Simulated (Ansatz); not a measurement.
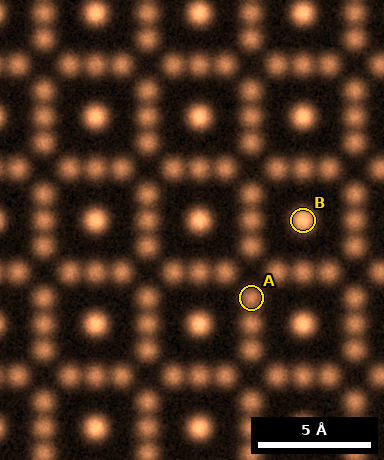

Z-contrast image of Cu (Pm-3n, No. 223) along [001]. Simulated incoherent Z contrast: every atom adds Z^1.7 spread by a probe of 0.72 Å full width; channelling and multiple scattering are left out. The probe carries 15 % of its weight in a tail 2.5 times as wide. The display is stretched by a gamma of 0.65; percentages refer to the linear signal. Shot noise was added. Structure used: the geometry relaxed with DFT, revPBE, plane waves (420 eV) with PAW, scalar-relativistic (Ansatz 0.2.0); the starting structure was generated, so it need not be a known form of this composition.

```yaml
crystal:
  lattice:
    - [4.65476, 0.00000, 0.00000]
    - [0.00000, 4.65476, 0.00000]
    - [0.00000, 0.00000, 4.65476]
  atoms:
    - { symbol: Cu, position: [0.00000, 0.00000, 0.00000] }
    - { symbol: Cu, position: [0.50000, 0.50000, 0.50000] }
    - { symbol: Cu, position: [0.25000, 0.00000, 0.50000] }
    - { symbol: Cu, position: [0.75000, 0.00000, 0.50000] }
    - { symbol: Cu, position: [0.50000, 0.25000, 0.00000] }
    - { symbol: Cu, position: [0.50000, 0.75000, 0.00000] }
    - { symbol: Cu, position: [0.00000, 0.50000, 0.25000] }
    - { symbol: Cu, position: [0.00000, 0.50000, 0.75000] }
```

Question: Assign the marked columns.

Answer: A: Cu (1 Cu per 4.65 Å along the beam; about 50 % of the brightest peak). B: Cu (2 Cu per 4.65 Å along the beam; the brightest kind). Brightness is counted from the darkest point of the image.
